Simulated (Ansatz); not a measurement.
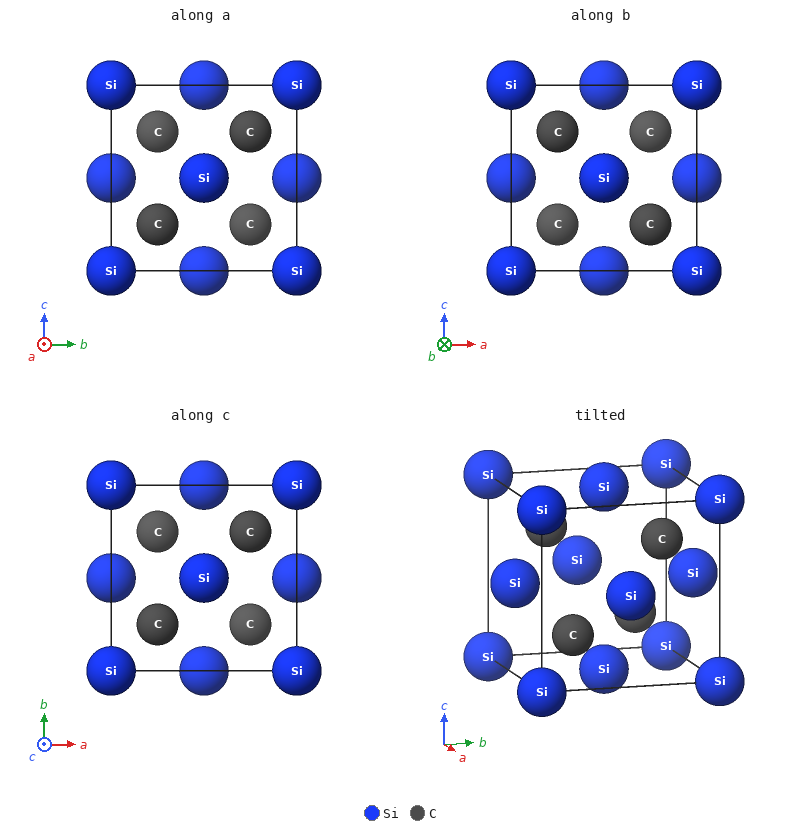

The crystal in a spheres-only representation, seen along the a axis, along the b axis, along the c axis and slightly off an axis. Atoms at the boundary of the conventional unit cell (the box) are drawn once for each face, edge or corner they touch.

Lattice parameters: a = 4.3561 Å, b = 4.3561 Å, c = 4.3561 Å, α = 90.000°, β = 90.000°, γ = 90.000°.

> Record the structure as a CIF with its space group and independent sites.

```cif
data_structure
_symmetry_space_group_name_H-M 'F -4 3 m'
_symmetry_Int_Tables_number 216
_cell_length_a 4.3561
_cell_length_b 4.3561
_cell_length_c 4.3561
_cell_angle_alpha 90.000
_cell_angle_beta 90.000
_cell_angle_gamma 90.000
_cell_volume 82.66
loop_
_atom_site_label
_atom_site_type_symbol
_atom_site_symmetry_multiplicity
_atom_site_Wyckoff_symbol
_atom_site_fract_x
_atom_site_fract_y
_atom_site_fract_z
_atom_site_occupancy
Si1 Si 4 a 0.0000 0.0000 0.0000 1
C1 C 4 d 0.2500 0.2500 0.7500 1
```

It derives from a structure type filled with these elements by a generator (whether the compound takes this form wasn't checked). Earlier steps of the study may have refined or changed the cell and positions. An electronic-structure calculation with Ansatz was run on it.
